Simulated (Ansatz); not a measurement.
# HfO2 (Fm-3m): relaxations under a series of pressures

Wanted for HfO2 (Fm-3m): relaxations under a series of pressures.

Program: Ansatz 0.2.0 through its Python package. Level of theory: DFT PBEsol, plane waves, PAW. These are calculated values, not measurements.

## (1) The structure

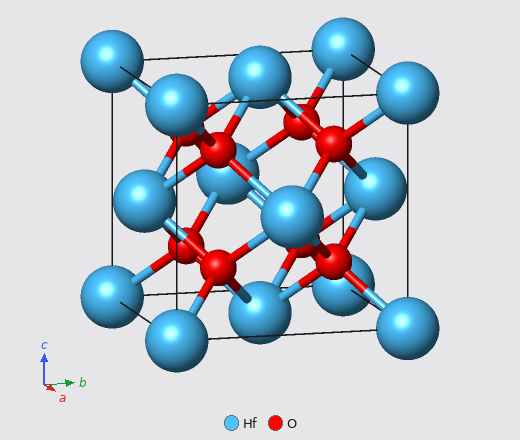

The structure that the script starts from, seen slightly off an axis (hafnium blue, oxygen red). The cell is the conventional one. Atoms on cell faces are repeated.

The script holds or builds the structure itself.

## (2) The code

Contents of compress_hfo2.py:

```python
'''Volume and enthalpy of HfO2 against pressure.'''

import ansatz
import numpy as np

OCCUPATIONS = 'methfessel_paxton'
ECUT = 470

def edges_and_angles(cell):
    cell = np.asarray(cell)
    a, b, c = np.linalg.norm(cell, axis=1)
    cosines = cell[1] @ cell[2] / (b * c), cell[0] @ cell[2] / (a * c), cell[0] @ cell[1] / (a * b)
    return (a, b, c, *np.degrees(np.arccos(cosines)))

structure = (
    ansatz.Lattice.of([0.0, 2.5575, 2.5575], [2.5575, 0.0, 2.5575], [2.5575, 2.5575, 0.0])
    .atom('Hf', [0.0, 0.0, 0.0])
    .atom('O', [0.25, 0.25, 0.25])
    .atom('O', [0.75, 0.75, 0.75])
)

job = (
    structure.calculation()
    .occupations(OCCUPATIONS)
    .basis(ECUT)
    .functional(ansatz.Functional.PBESOL)
    .kpoints(6)
)

# H = F + PV, with 1 GPa A^3 = 1/160.21766 eV
rows = []
for pressure in [0, 5, 10, 20]:
    result = job.relax(cell=True, pressure=pressure, force_tolerance=0.03).run(threads=1, pin='off')
    cell = result.lattice.cell_ang
    n_atoms = len(result.lattice.sites)
    volume = abs(np.linalg.det(cell)) / n_atoms
    enthalpy = result.report['free_energy_ev'] / n_atoms + pressure * volume / 160.21766
    rows.append((pressure, volume, enthalpy, *edges_and_angles(cell)))
    print(f'{pressure} GPa done: {volume:.4f} A^3/atom')

print(' P (GPa)  V (A^3/atom)  H (eV/atom)     a       b       c')
for row in rows:
    print('{:8.1f} {:12.4f} {:14.5f} {:7.4f} {:7.4f} {:7.4f}'.format(*row[:6]))
p, v = np.array([row[0] for row in rows], float), np.array([row[1] for row in rows])
print('mean bulk modulus between rows (GPa):', np.round(-np.diff(p) / np.diff(np.log(v)), 1))
```

## (3) The calls as engine input

The package turns the script's settings into the engine's input (first run):

```yaml
crystal:
  lattice:
    - [0.0, 2.5575, 2.5575]
    - [2.5575, 0.0, 2.5575]
    - [2.5575, 2.5575, 0.0]
  atoms:
    - { symbol: Hf, position: [0.0, 0.0, 0.0] }
    - { symbol: O, position: [0.25, 0.25, 0.25] }
    - { symbol: O, position: [0.75, 0.75, 0.75] }
basis:
  ecutwfc: 470.0
kpoints:
  mp_grid:
    grid: [6, 6, 6]
hamiltonian:
  xc: pbesol
scf:
  occupations:
    method: methfessel_paxton
relax:
  f_tol: 0.03
  cell:
    p_target: 0.0
```

## (4) Launch

Command:

```sh
$ python compress_hfo2.py
```

Output:

```text
0 GPa done: 10.6930 A^3/atom
5 GPa done: 10.4991 A^3/atom
10 GPa done: 10.3234 A^3/atom
20 GPa done: 10.0118 A^3/atom
 P (GPa)  V (A^3/atom)  H (eV/atom)     a       b       c
     0.0      10.6930    -5575.02905  3.5665  3.5665  3.5665
     5.0      10.4991    -5574.69845  3.5448  3.5448  3.5448
    10.0      10.3234    -5574.37357  3.5249  3.5249  3.5249
    20.0      10.0118    -5573.73918  3.4891  3.4891  3.4891
mean bulk modulus between rows (GPa): [273.2 296.2 326.3]
```

It took 21 s on 1 thread of Arm Neoverse V2, shared host; peak memory 0.39 GiB.

## (5) The engine's runs

The 4 runs, in the order started:

```
run  pressure asked (GPa)  energy from run 1 (meV/atom)  final volume (Å³/atom)  pressure (GPa)  SCF cycles in all  CPU time (s)
  1                     0                          0.00                   10.69           -0.04                 27           3.7
  2                     5                          2.95                   10.50            5.00                 35           5.1
  3                    10                         11.15                   10.32           10.00                 36             5
  4                    20                         40.09                   10.01           20.00                 42           5.9
```

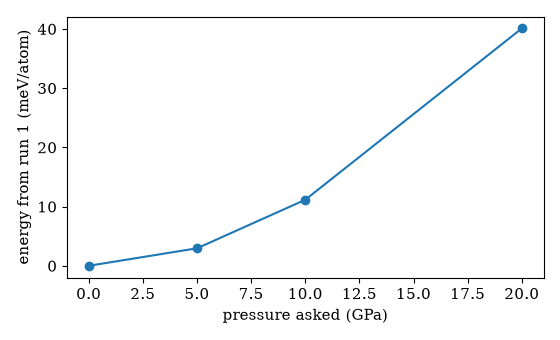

Energy against pressure asked; lines join the points.

## (6) How the relaxation of run 1 went

Relaxation path:

| step | E - E(step 1) (eV/cell) | largest force component (eV/Å) | pressure (GPa) | volume (Å³) |
| --- | --- | --- | --- | --- |
| 1 | 0.0000 | 0.0000 | -10.23 | 33.46 |
| 2 | -0.0443 | 0.0000 | 2.48 | 31.79 |
| 3 | -0.0463 | 0.0000 | -0.17 | 32.10 |
| 4 | -0.0464 | 0.0000 | 0.00 | 32.08 |
| 5 | -0.0458 | 0.0000 | -0.04 | 32.08 |

Step 1 is the start. Step 5 repeats the geometry before it on a plane-wave basis chosen anew for that cell, so its energy need not be comparable with the rows above.

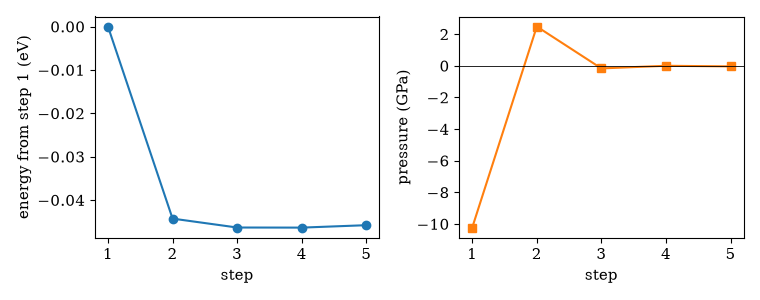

Energy and pressure along the relaxation.

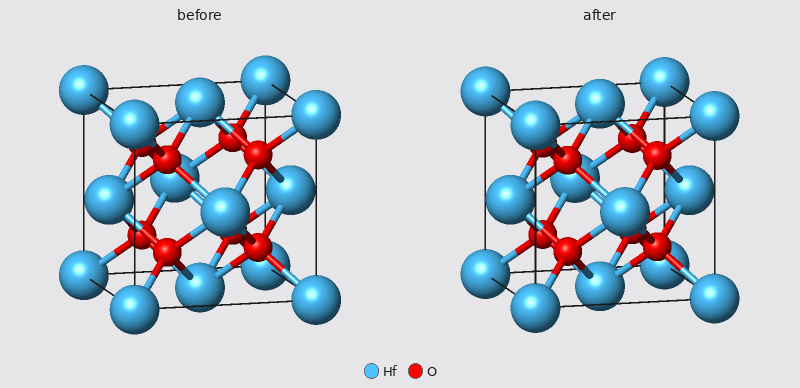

The structure before (left) and after (right) the relaxation, drawn at the same scale. The change is too small to see at this scale.

Lengths and angles in the start's conventional setting:

«Before» is this run's own start.

|  | before | after | change |
| --- | --- | --- | --- |
| a (Å) | 5.115 | 5.044 | -1.4 % |
| b (Å) | 5.115 | 5.044 | -1.4 % |
| c (Å) | 5.115 | 5.044 | -1.4 % |
| volume (Å³/atom) | 11.15 | 10.69 | -4.1 % |
| shortest distance (Å) | 2.215 | 2.184 | -1.4 % |
| space group (0.01 Å) | Fm-3m | Fm-3m | same |

Forces and stress were held to the start's 48 operations: a distortion of lower symmetry was not tested.

## (7) Path of the relaxation of run 4

Step by step:

| step | energy from step 1 (eV/cell) | largest force component (eV/Å) | pressure (GPa) | volume (Å³) |
| --- | --- | --- | --- | --- |
| 1 | 0.0000 | 0.0000 | -10.23 | 33.46 |
| 2 | 0.3121 | 0.0000 | 37.49 | 28.69 |
| 3 | 0.0463 | 0.0000 | 17.43 | 30.27 |
| 4 | 0.0709 | 0.0000 | 19.83 | 30.06 |
| 5 | 0.0727 | 0.0000 | 20.00 | 30.04 |
| 6 | 0.0737 | 0.0000 | 19.94 | 30.04 |
| 7 | 0.0744 | 0.0000 | 20.00 | 30.04 |
| 8 | 0.0745 | 0.0000 | 20.00 | 30.04 |

Step 1 is the start. Steps 6, 8 each repeat the geometry before them on a plane-wave basis chosen anew, so the energy can jump there without any move.

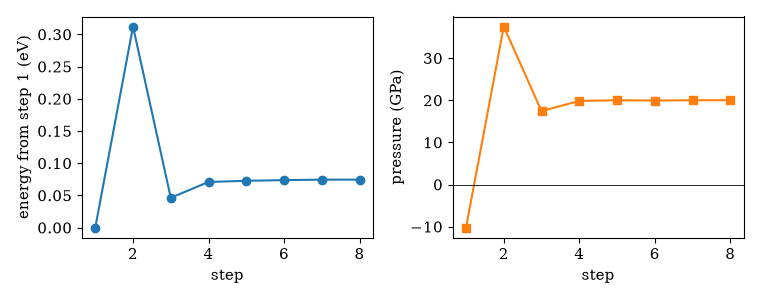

Energy and pressure along the relaxation.

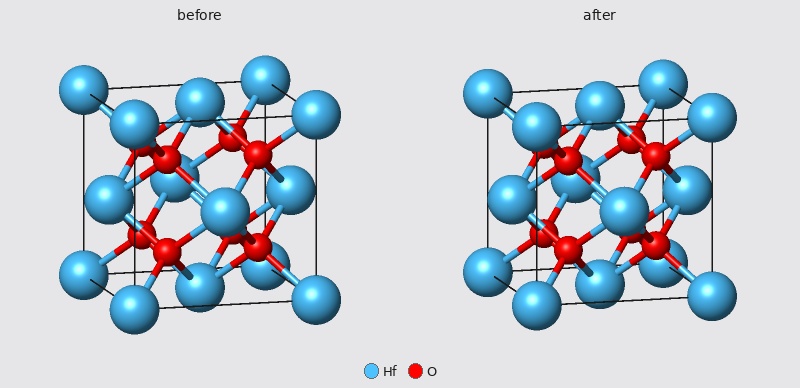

Before and after, at one scale.

Lengths and angles in the start's conventional setting:

«Before» is this run's own start.

|  | before | after | change |
| --- | --- | --- | --- |
| a (Å) | 5.115 | 4.934 | -3.5 % |
| b (Å) | 5.115 | 4.934 | -3.5 % |
| c (Å) | 5.115 | 4.934 | -3.5 % |
| volume (Å³/atom) | 11.15 | 10.01 | -10.2 % |
| shortest distance (Å) | 2.215 | 2.137 | -3.5 % |
| space group (0.01 Å) | Fm-3m | Fm-3m | same |

The run keeps the 48 symmetry operations of the start, so it could not have lowered the symmetry.

Under a set pressure the enthalpy E + pV is minimised, so E itself may rise.

## (8) Results

| quantity | value |
| --- | --- |
| bulk modulus between neighbouring pressures | 273.2 to 326.3 GPa |
| runs compared | 4 |
| range of energy | 40.09 meV/atom |

**Reading.** The crystal stiffens as it is compressed. The volume falls from 10.69 Å³ an atom at 0 GPa to 10.01 at 20 GPa, by 6.4 %. Between 0 and 5 GPa, -V dP/dV is about 273 GPa, a mean over that step. In run 1, over 3 moves the cell shrank by 4.1 % in volume, and the space group stayed Fm-3m. In run 4, over 5 moves the cell shrank by 10.2 % in volume under the 20 GPa asked, and the space group stayed Fm-3m. Reading the output:
- No spin polarisation was allowed.
- At a fixed pressure a relaxation lowers the enthalpy F + PV, while F alone can rise.
- Spin-orbit coupling, which matters for elements this heavy, is left out.
- Symmetry holds the cell in this phase, so another phase that may be stable under pressure is not reached.
